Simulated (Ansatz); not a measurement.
CeO2

The calculation's input:

```
crystal:
  lattice:
    - [0.0, 2.7048609279, 2.7048609279]
    - [2.7048609279, 0.0, 2.7048609279]
    - [2.7048609279, 2.7048609279, 0.0]
  atoms:
    - { symbol: Ce, position: [0.0, 0.0, 0.0] }
    - { symbol: O, position: [0.25, 0.25, 0.25] }
    - { symbol: O, position: [0.75, 0.75, 0.75] }
basis:
  ecutwfc: 420
kpoints:
  mp_grid: { grid: [10, 10, 10] }
hamiltonian:
  xc: pbe
scf:
  occupations: { method: gaussian, width: 0.02 }
output:
  forces: true
  stress: true
  eigenvalues: true
  write_density: true
  write_potential: true
  elf: true
  volumetric_format: npy
relax:
  adjacent_minimum: "off"
  f_tol: 0.005
  max_steps: 80
  cell: { stress_tol: 0.05 }
```

Run with:

```sh
ansatz run input.yaml --threads 8 --pin off --max-ram 14336MiB --backend cpu --events-out ev --progress --plain --runs-dir out
```

Below, planes, directions and counts refer to the conventional cell (a = 5.46 Å, b = 5.46 Å, c = 5.46 Å, α = 90.00°, β = 90.00°, γ = 90.00°).

The fields are those of the relaxed geometry.

Space group Fm-3m; a generated structure, not necessarily the stable one; built by placing these elements on a known structure type; computed without spin polarisation; no Hubbard U on the f states and no spin–orbit coupling.

The calculation used Ansatz 0.2.0, DFT PBE, scalar-relativistic, plane waves, PAW.

### What can the converged valence pseudo-density and electron localisation function tell about the bonding?

Ce–O (2.37 Å): the density is about 0.51 e/Å³ at the midpoint, with its minimum of 0.46 e/Å³ about 1.3 Å from Ce; the ELF peaks at about 0.80 in the valence shell of O, 0.6 Å from its nucleus, and drops to about 0.20 between the two atoms (no localised pair shows between them).

### Does the calculation make it a metal, or give it a gap?

It is gapped, with a Kohn–Sham gap of 1.9 eV on the k-point mesh, an upper bound to the gap of this method.

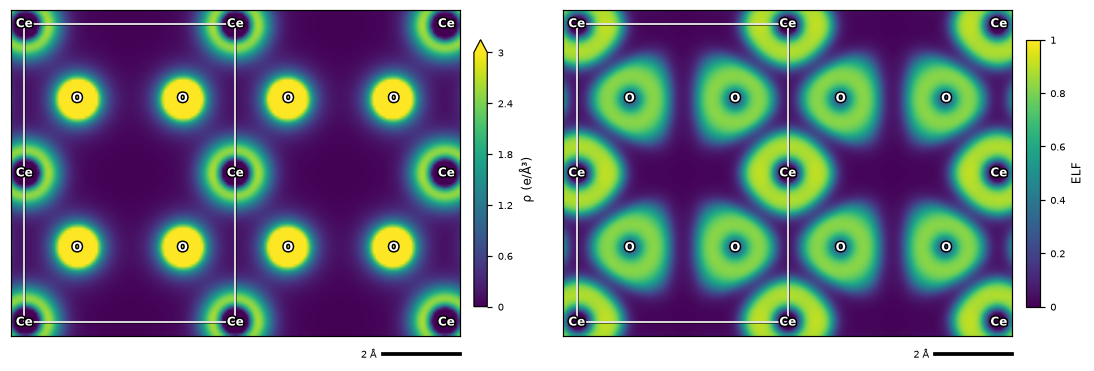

Computed valence pseudo-density and electron localisation function on the (110) plane of the conventional cell, in this order. 

Core electrons are frozen (PAW), and the valence fields are smoothed inside the atomic spheres.
